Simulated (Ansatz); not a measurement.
Input of the run:

```
crystal:
  lattice:
    - [6.1499993378, 0.0, 0.0]
    - [-3.0749996689, 5.3260556598, 0.0]
    - [0.0, 0.0, 26.538535111]
  atoms:
    - { symbol: C, position: [0.5, 0.0, 0.3014484397] }
    - { symbol: C, position: [0.5, 0.5, 0.3014484397] }
    - { symbol: C, position: [0.0, 0.0, 0.3014484397] }
    - { symbol: C, position: [0.0, 0.5, 0.3014484397] }
    - { symbol: Si, position: [0.1666666667, 0.8333333333, 0.3251001475] }
    - { symbol: Si, position: [0.1666666667, 0.3333333333, 0.3251001475] }
    - { symbol: Si, position: [0.6666666667, 0.8333333333, 0.3251001475] }
    - { symbol: Si, position: [0.6666666667, 0.3333333333, 0.3251001475] }
    - { symbol: C, position: [0.6666666667, 0.8333333333, 0.396055271] }
    - { symbol: C, position: [0.6666666667, 0.3333333333, 0.396055271] }
    - { symbol: C, position: [0.1666666667, 0.8333333333, 0.396055271] }
    - { symbol: C, position: [0.1666666667, 0.3333333333, 0.396055271] }
    - { symbol: Si, position: [0.3355606724, 0.667954378, 0.4178516697] }
    - { symbol: Si, position: [0.3325009882, 0.1670375074, 0.4180286246] }
    - { symbol: Si, position: [0.8331452952, 0.6654373325, 0.4180750634] }
    - { symbol: Si, position: [0.8330295186, 0.1671463576, 0.4183252904] }
    - { symbol: C, position: [0.8374073831, 0.6629987863, 0.4909045734] }
    - { symbol: C, position: [0.8338444324, 0.1700343668, 0.4918813862] }
    - { symbol: C, position: [0.3398745849, 0.672103339, 0.4916360933] }
    - { symbol: C, position: [0.323459726, 0.1627262355, 0.4919822087] }
    - { symbol: Si, position: [0.5024742445, 0.4986189497, 0.5098644384] }
    - { symbol: Si, position: [0.4994849679, 0.0054585035, 0.510812755] }
    - { symbol: Si, position: [0.0084714423, 0.5028633032, 0.5143617442] }
    - { symbol: Si, position: [-0.0123966343, -0.0084455023, 0.5142010618] }
basis:
  ecutwfc: 420
kpoints:
  mp_grid: { grid: [3, 3, 1] }
hamiltonian:
  xc: pbe
  dispersion: d3bj
scf:
  occupations: { method: gaussian, width: 0.05 }
output:
  forces: true
  eigenvalues: true
  write_density: true
  volumetric_format: npy
efield:
  axis: 3
  dipole_correction: true
  ramp_width: 0.04
```

Command:
```bash
ansatz run input.yaml --threads 2 --pin off --max-ram 5120MiB --backend cpu --events-out ev --progress --plain --runs-dir out
```

What does the potential across the slab give for the work function?

The work function is 4.21 eV at the right face and 6.70 eV at the left. The vacuum level is 2.48 eV higher at the left than at the right, so the slab carries a dipole along its normal; the ramp in the vacuum, at or near the edge of the plot, is the dipole correction that keeps each side flat. The outermost atoms are 5.7 Å apart, which leaves 20.9 Å of vacuum in a cell 26.5 Å high.

The atoms aren't at rest in this cell (largest force 3.2 eV/Å), so the relaxed material can differ.

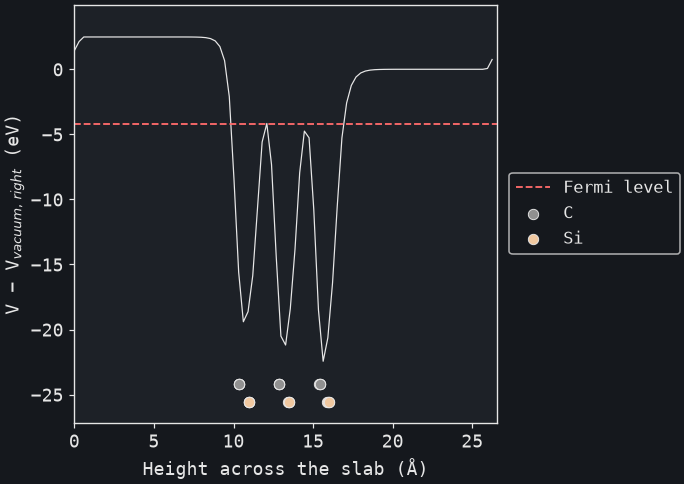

Plane-averaged electrostatic potential energy of an electron across the slab; circles at the bottom mark the heights of the atoms.
